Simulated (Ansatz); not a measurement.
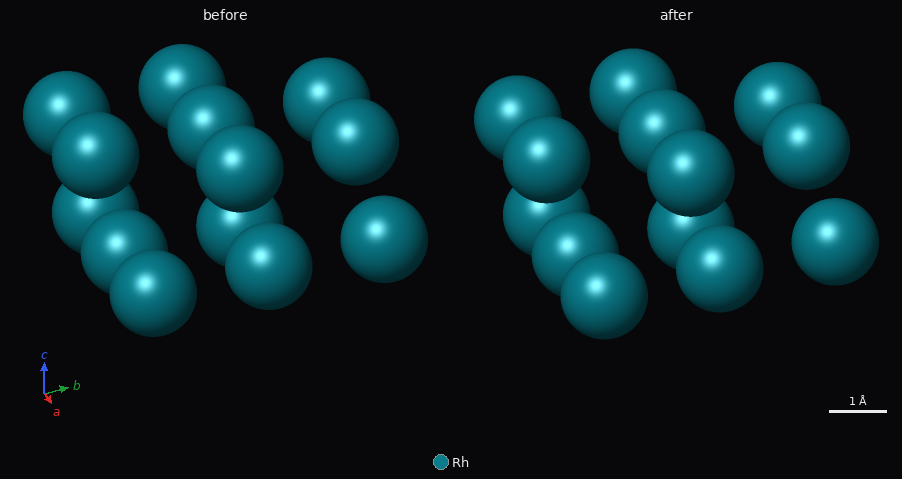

The structure of a slab of composition Rh (cut from the Fm-3m phase) before (left) and after (right) a constrained relaxation, at one scale.

Style: spheres-only. Shown: the atoms within 4.2 Å of the atom that moves most (axes of the 1 × 3 repeat of the cell, outlined in the plane, without the vacuum), slightly off an axis.

Case: flat (1 1 1) slab. 12 atoms are held fixed.

Computed with DFT PBE, scalar-relativistic, plane waves, PAW (Ansatz).

Input
```yaml
crystal:
  lattice:
    - [16.2492207394, 0.0, 0.0]
    - [-1.3541017283, 2.345372992, 0.0]
    - [0.0, 0.0, 20.844955451]
  atoms:
    - { symbol: Rh, position: [0.0, 0.0, 0.0719598564] }
    - { symbol: Rh, position: [0.0555555556, 0.6666666667, 0.1780401436] }
    - { symbol: Rh, position: [0.1111111111, 0.3333333333, 0.2841204309] }
    - { symbol: Rh, position: [0.1666666667, 1.0, 0.0719598564] }
    - { symbol: Rh, position: [0.2222222222, 0.6666666667, 0.1780401436] }
    - { symbol: Rh, position: [0.2777777778, 0.3333333333, 0.2841204309] }
    - { symbol: Rh, position: [0.3333333333, 1.0, 0.0719598564] }
    - { symbol: Rh, position: [0.3888888889, 0.6666666667, 0.1780401436] }
    - { symbol: Rh, position: [0.4444444444, 0.3333333333, 0.2841204309] }
    - { symbol: Rh, position: [0.5, 1.0, 0.0719598564] }
    - { symbol: Rh, position: [0.5555555556, 0.6666666667, 0.1780401436] }
    - { symbol: Rh, position: [0.6111111111, 0.3333333333, 0.2841204309] }
    - { symbol: Rh, position: [0.6666666667, 1.0, 0.0719598564] }
    - { symbol: Rh, position: [0.7222222222, 0.6666666667, 0.1780401436] }
    - { symbol: Rh, position: [0.7777777778, 0.3333333333, 0.2841204309] }
    - { symbol: Rh, position: [0.8333333333, 1.0, 0.0719598564] }
    - { symbol: Rh, position: [0.8888888889, 0.6666666667, 0.1780401436] }
    - { symbol: Rh, position: [0.9444444444, 0.3333333333, 0.2841204309] }
    - { symbol: Rh, position: [0.0, 0.0, 0.3902007182] }
    - { symbol: Rh, position: [0.1666666667, 0.0, 0.3902007182] }
    - { symbol: Rh, position: [0.3333333333, 0.0, 0.3902007182] }
    - { symbol: Rh, position: [0.5, 0.0, 0.3902007182] }
    - { symbol: Rh, position: [0.6666666667, 0.0, 0.3902007182] }
    - { symbol: Rh, position: [0.8333333333, 0.0, 0.3902007182] }
basis:
  ecutwfc: 420
kpoints:
  mp_grid: { grid: [2, 12, 1] }
hamiltonian:
  xc: pbe
scf:
  occupations: { method: gaussian, width: 0.1 }
output:
  forces: true
  eigenvalues: true
  populations: true
relax:
  adjacent_minimum: "off"
  f_tol: 0.02
  max_steps: 45
  constraints: [{ sites: [0, 1, 3, 4, 6, 7, 9, 10, 12, 13, 15, 16] }]
efield:
  axis: 3
  dipole_correction: true
  ramp_width: 0.04
```

Launched with:
```bash
ansatz run input.yaml --threads 4 --pin off --max-ram 11264MiB --backend cpu --events-out ev --progress --plain --runs-dir out
```

What changed between the two?

Answer. The largest moves, 0.081 Å, are those of Rh19, Rh20, Rh21, Rh22, Rh23 and Rh24. Rh20 goes along the normal (−c). The cell stays as it was. Near-neighbour distances that change, for instance: Rh18–Rh19 2.708 → 2.680 Å. After 2 accepted moves (3 points after the start) the energy has fallen by 78.3 meV per cell of the calculation. The largest force component goes from 0.29 to 0.014 eV/Å. 1 step only repeated the SCF at the same geometry. The run took 90 s on 4 threads of AMD EPYC 9R45 96-Core Processor (Zen 5), on a shared host, peak memory 4.2 GiB.
